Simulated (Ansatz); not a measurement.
## Two runs on WS2

System: WS2 (R3m, 3 atoms in the cell).
Method of the first run: DFT, r2SCAN, plane waves, PAW, no spin polarisation (Ansatz 0.2.0).

The structure was built on a prototype by a generator. The geometry comes from this level: r2scan-rvv10 (a point of a series of strains). Text and figures count atoms from 1; the logs count them from 0 in places.

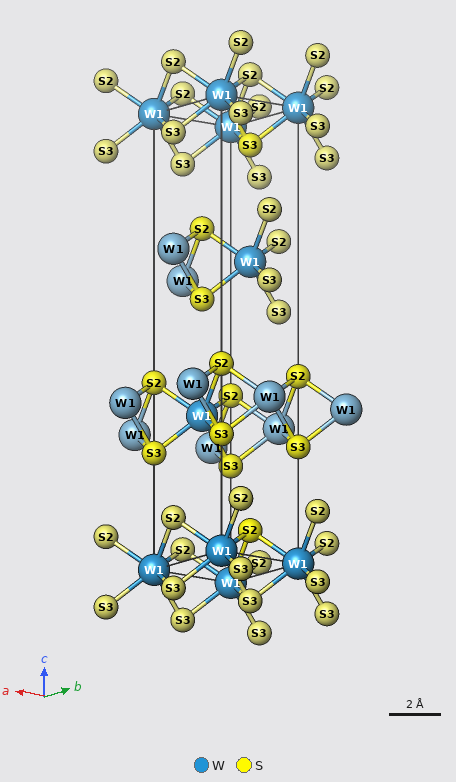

The structure (ball-and-stick view of the cell 3 times as large as that of the calculation, set on its symmetry axes, seen at an oblique angle; neighbours outside the cell are drawn fainter; atoms are numbered from 1 in the order of the input). Near neighbours in the crystal (not all of them lie inside the picture): W has 6 S at 2.45 Å; S has 3 W at 2.45 Å.

Input file, the first run:
```yaml
crystal:
  lattice:
    - [1.6634365527, 0.9603855415, 6.5424813423]
    - [-1.6634365527, 0.9603855415, 6.5424813423]
    - [0.0, -1.9207710829, 6.5424813423]
  atoms:
    - { symbol: W, position: [-2.0323e-06, -2.0323e-06, -2.0323e-06] }
    - { symbol: S, position: [0.410600003, 0.410600003, 0.410600003] }
    - { symbol: S, position: [0.2560686961, 0.2560686961, 0.2560686961] }
kpoints:
  mp_grid: { grid: [10, 10, 10] }
  band_path:
    path:
      - [0.0, 0.0, 0.0]
      - [-0.5, -0.5, -0.5]
      - [-0.5, -0.181031976, -0.818968024]
      - [-0.181031976, 0.181031976, -0.5]
      - [0.0, 0.0, -0.5]
      - [0.0, 0.340515988, -0.340515988]
      - [-0.340515988, 0.0, -0.659484012]
      - [-0.5, 0.0, -0.5]
      - [0.0, 0.170257994, -0.170257994]
      - [-0.1629287784, 0.1629287784, -0.5]
    npoints: 1
hamiltonian:
  xc: r2scan
scf:
  occupations: { method: fixed }
  n_extra_bands: 4
output:
  forces: true
  stress: true
  eigenvalues: true
```

Hardware: 4 threads of an Arm (aarch64) CPU, shared host.

Output, shortened to warnings, some set-up lines, iterations and results (the first run):
```
Basis set: ecut = 500 eV, 1553 PW (Γ), FFT grids on a1−a3, a2−a3, a3, exchange–correlation on 100×100×200 points (64 copies of the dense FFT grid, shifted against one another)
Symmetry: 6 space group operations
k-points: 116 of 1000 (time reversal used)
Initial density: superposition of atomic densities (neutral atoms: chi_scale 0, normalization atom), corrected by the library's trained network
[...]
SCF iter   1: F=—  HF=-12211.391999 eV  |F-HF|=—  |Δ(HF+E_count)|=         —  Δρ=6.79e-3  dr2=1.69e-2  dr2_τ=6.47e-2  ethr=1.77e-3  ⟨swp⟩=5.0  Hψ=9782  notcnv=0  defer=190
SCF iter   2: F=—  HF=-12211.450908 eV  |F-HF|=—  |Δ(HF+E_count)|=   5.89e-2  Δρ=4.62e-3  dr2=2.06e-2  dr2_τ=1.63e-3  ethr=6.51e-5  ⟨swp⟩=2.7  Hψ=4276  notcnv=0  defer=231
SCF iter   3: F=—  HF=-12211.450417 eV  |F-HF|=—  |Δ(HF+E_count)|=   4.90e-4  Δρ=3.09e-3  dr2=7.54e-3  dr2_τ=6.99e-4  ethr=6.51e-5  ⟨swp⟩=2.4  Hψ=3073  notcnv=0  defer=232
SCF iter   4: F=—  HF=-12211.450733 eV  |F-HF|=—  |Δ(HF+E_count)|=   3.15e-4  Δρ=1.44e-3  dr2=6.84e-4  dr2_τ=4.90e-5  ethr=2.90e-5  ⟨swp⟩=2.3  Hψ=2902  notcnv=0  defer=232
SCF iter   5: F=—  HF=-12211.451206 eV  |F-HF|=—  |Δ(HF+E_count)|=   4.73e-4  Δρ=4.62e-4  dr2=1.19e-4  dr2_τ=6.38e-6  ethr=2.63e-6  ⟨swp⟩=2.2  Hψ=3122  notcnv=0  defer=232
SCF iter   6: F=—  HF=-12211.451242 eV  |F-HF|=—  |Δ(HF+E_count)|=   3.61e-5  Δρ=1.32e-4  dr2=2.23e-5  dr2_τ=9.26e-7  ethr=4.58e-7  ⟨swp⟩=2.2  Hψ=2881  notcnv=0  defer=110
SCF iter   7: F=—  HF=-12211.451241 eV  |F-HF|=—  |Δ(HF+E_count)|=   7.50e-7  Δρ=4.47e-5  dr2=6.21e-7  dr2_τ=4.32e-8  ethr=8.59e-8  ⟨swp⟩=2.5  Hψ=2841  notcnv=0  defer=16
SCF iter   8: F=-12211.451241 eV  HF=-12211.451241 eV  |F-HF|=2.91e-8  |Δ(HF+E_count)|=   5.78e-7  Δρ=9.80e-6  dr2=2.62e-8  dr2_τ=2.04e-9  ethr=3.85e-10  ⟨swp⟩=6.9  Hψ=11847  …
SCF 1 converged in 8 iterations: F = -12211.451241 eV  dr2 = 2.62e-8
NSCF: frozen V_eff on 10 k-points
SCF converged after 8 iterations
Free energy (F): -12211.451241 eV
Harris-Foulkes:  -12211.451241 eV  (|F-HF|=2.91e-8)
Internal energy: -12211.451241 eV  (E = F + TS)
E sigma→0 (E₀):  -12211.451241 eV
Fermi energy:    9.239025 eV
--- Per-component energies (eV) ---
  E_band       = -270.443541
  E_kinetic    = 660.982084
  E_local      = -2076.590354  (includes V_loc(G=0)·N_el)
  E_nonlocal   = 57.626661
  E_hartree    = 827.724520
  E_xc         = -431.041465
  E_vxc        = -446.839744  (∫ρ·V_xc dr)
  E_paw        = -9811.920061  (= ΣΔE_a)
  E_vpaw       = -143.314461  (= ΣTr[D̂ρ^β])
  E_aug_tail   = -0.000047  (compensation charges beyond the density's cutoff)
  E_vtau       = 22.239827  (kinetic-family band-sum trace: ∫τ·v_τ [+ j·A + Jᵃ·Aᵃ] dr)
  E_ewald      = -1437.425098
  E_core_change = -0.807482  (= ΣΔE_core)
  E_smearing   = -0.000000  (= −TS)
  E_closure    = 0.000000  (closes the sum)
  Σ components = -12211.451241   (vs F -12211.451241, Δ=0.00e0)
--- Forces (eV/Å), atoms counted from 1 ---
  atom   1  W      0.00000000     0.00000000     0.00010982
  atom   2  S     -0.00000000    -0.00000000    -0.04277821
  atom   3  S     -0.00000000     0.00000000     0.04262357
  max |Σ_I F_I| component: 4.48e-5 eV/Å
--- Stress (GPa, compression-positive) ---
      -11.336318       0.000000       0.000000
        0.000000     -11.336318       0.000000
        0.000000       0.000000      -0.633704
  P = ⅓ Tr σ = -7.7688 GPa (-77.688 kbar)
```

For the second run the input was changed thus:
```diff
-  xc: r2scan
+  xc: pbe
-  occupations: { method: fixed }
+  occupations: { method: fermi_dirac, width: 0.02 }
```

How does the second run compare with the first run?

The total energies belong to different methods, so their difference says nothing on which is more stable or more accurate. The gap on the mesh goes from 0.68 to 0.43 eV. The pressure goes from −7.77 to −5.70 GPa. The largest force goes from 0.043 to 0.140 eV/Å. The functional changes from r2SCAN to PBE. The SCF takes 7 iterations against 8. The default cutoff goes from 500 to 420 eV with the change. The plane waves at Γ go from 1553 to 1239.

Output, shortened to warnings, some set-up lines, iterations and results (the second run):
```
Basis set: ecut = 420 eV, 1239 PW (Γ), FFT grids on a1−a3, a2−a3, a3, exchange–correlation on 48×48×96 points (8 copies of the dense FFT grid, shifted against one another)
Symmetry: 6 space group operations
k-points: 116 of 1000 (time reversal used)
Initial density: superposition of atomic densities (neutral atoms: chi_scale 0, normalization atom), corrected by the library's trained network
[...]
SCF iter   1: F=—  HF=-12191.258799 eV  |F-HF|=—  |Δ(HF+E_count)|=         —  Δρ=4.67e-3  dr2=7.29e-3  ethr=1.77e-3  ⟨swp⟩=6.1  Hψ=11622  notcnv=0
SCF iter   2: F=—  HF=-12191.263248 eV  |F-HF|=—  |Δ(HF+E_count)|=   4.45e-3  Δρ=3.16e-3  dr2=1.19e-2  ethr=2.80e-5  ⟨swp⟩=3.1  Hψ=4386  notcnv=0
SCF iter   3: F=—  HF=-12191.262448 eV  |F-HF|=—  |Δ(HF+E_count)|=   7.99e-4  Δρ=1.93e-3  dr2=2.40e-3  ethr=2.80e-5  ⟨swp⟩=2.9  Hψ=3423  notcnv=0
SCF iter   4: F=—  HF=-12191.263083 eV  |F-HF|=—  |Δ(HF+E_count)|=   6.35e-4  Δρ=6.37e-4  dr2=1.54e-4  ethr=9.24e-6  ⟨swp⟩=2.4  Hψ=2806  notcnv=0
SCF iter   5: F=—  HF=-12191.263198 eV  |F-HF|=—  |Δ(HF+E_count)|=   1.15e-4  Δρ=1.81e-4  dr2=2.70e-5  ethr=5.91e-7  ⟨swp⟩=2.0  Hψ=2780  notcnv=0
SCF iter   6: F=—  HF=-12191.263235 eV  |F-HF|=—  |Δ(HF+E_count)|=   3.62e-5  Δρ=5.08e-5  dr2=6.56e-7  ethr=1.04e-7  ⟨swp⟩=2.2  Hψ=2718  notcnv=0
SCF iter   7: F=-12191.263236 eV  HF=-12191.263236 eV  |F-HF|=9.89e-8  |Δ(HF+E_count)|=   9.41e-7  Δρ=1.64e-5  dr2=5.84e-8  ethr=3.85e-10  ⟨swp⟩=4.5  Hψ=9726  notcnv=0
SCF 1 converged in 7 iterations: F = -12191.263236 eV  dr2 = 5.84e-8
NSCF: frozen V_eff on 10 k-points
SCF converged after 7 iterations
Free energy (F): -12191.263236 eV
Harris-Foulkes:  -12191.263236 eV  (|F-HF|=9.89e-8)
Internal energy: -12191.263236 eV  (E = F + TS)
E sigma→0 (E₀):  -12191.263236 eV
Fermi energy:    9.646935 eV
--- Per-component energies (eV) ---
  E_band       = -249.587376
  E_kinetic    = 660.990457
  E_local      = -2077.528741  (includes V_loc(G=0)·N_el)
  E_nonlocal   = 57.238987
  E_hartree    = 828.366980
  E_xc         = -460.026305
  E_vxc        = -412.181004  (∫ρ·V_xc dr)
  E_paw        = -9762.879455  (= ΣΔE_a)
  E_vpaw       = -134.840237  (= ΣTr[D̂ρ^β])
  E_aug_tail   = -0.000060  (compensation charges beyond the density's cutoff)
  E_ewald      = -1437.425098
  E_smearing   = -0.000000  (= −TS)
  E_closure    = -0.000000  (closes the sum)
  Σ components = -12191.263236   (vs F -12191.263236, Δ=0.00e0)
--- Forces (eV/Å), atoms counted from 1 ---
  atom   1  W      0.00000000     0.00000000     0.00022898
  atom   2  S      0.00000000     0.00000000     0.14022741
  atom   3  S     -0.00000000    -0.00000000    -0.14047486
  max |Σ_I F_I| component: 1.85e-5 eV/Å
--- Stress (GPa, compression-positive) ---
       -9.363841       0.000000      -0.000000
        0.000000      -9.363841       0.000000
        0.000000       0.000000       1.615704
  P = ⅓ Tr σ = -5.7040 GPa (-57.040 kbar)
```

The two runs side by side:

| quantity | the first run | the second run |
| --- | --- | --- |
| outcome | converged | converged |
| free energy per atom (eV) | −4070.4837 | −4063.7544 |
| gap on the mesh (eV) | 0.68 | 0.43 |
| pressure (GPa) | −7.77 | −5.70 |
| largest force (eV/Å) | 0.043 | 0.140 |
| SCF iterations | 8 | 7 |
| irreducible k-points | 116 | 116 |
| plane waves at Γ | 1553 | 1239 |
| wall time (shared host) | 7.8 s | 3.1 s |

For both runs: Spin–orbit coupling is left out, which matters for W.
